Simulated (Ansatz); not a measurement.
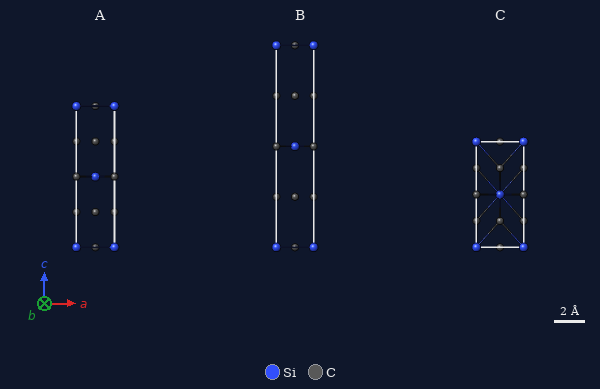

3 geometries from one relaxation of solid SiC$_{3}$ (built on the TiAl3 (D0_22)_139 type) (coarse preliminary run), in shuffled order. The picture is a ball-and-stick view of the conventional cell (2 times the calculation's cell), seen along the b axis. Lengths and directions refer to the drawn axes.

Case: TiAl3 (D0_22) type (I4/mmm, No. 139).

Method: DFT PBE, scalar-relativistic, plane waves, PAW in Ansatz 0.2.0. (plane-wave cutoff 420 eV; k-point mesh 8 × 8 × 8; occupations gaussian; smearing width 0.1 eV; no spin polarisation; cell and atoms relaxed; force threshold 0.04 eV/Å; at most 70 steps)

Put them in the order of the run, from the start to the converged end.

C, A, B. They are steps 0, 9, 29, at +979 meV per atom, +200 meV per atom relative to the last. The atoms keep their places relative to the cell (all moves are under 0.005 Å). The drawn cell changes as follows: a = b 3.233 → 2.549 Å (−21.2 %), c 7.223 → 13.811 Å (+91.2 %); the volume changes by +18.8 %. Near-neighbour distances that change, for instance: C–Si 2.424 → 3.680 Å, Si–Si 3.233 → 2.549 Å, C–Si 2.286 → 1.802 Å, C–C 2.286 → 1.802 Å. The space group stays I4/mmm (No. 139). Over 25 accepted moves (29 points after the start) the energy falls by 979 meV per atom. All forces vanish by symmetry, so only the cell relaxes. Pressure: −18.56 GPa at the start and 0.03 GPa at the end. The SCF was repeated 4 times at an unchanged geometry on a basis and grid sized afresh for the cell, which shifted the energy by 40.5 meV per atom at most. The run took 92 s on 1 thread of Intel(R) Xeon(R) Platinum 8488C (Sapphire Rapids), on a shared host, peak memory 0.44 GiB.
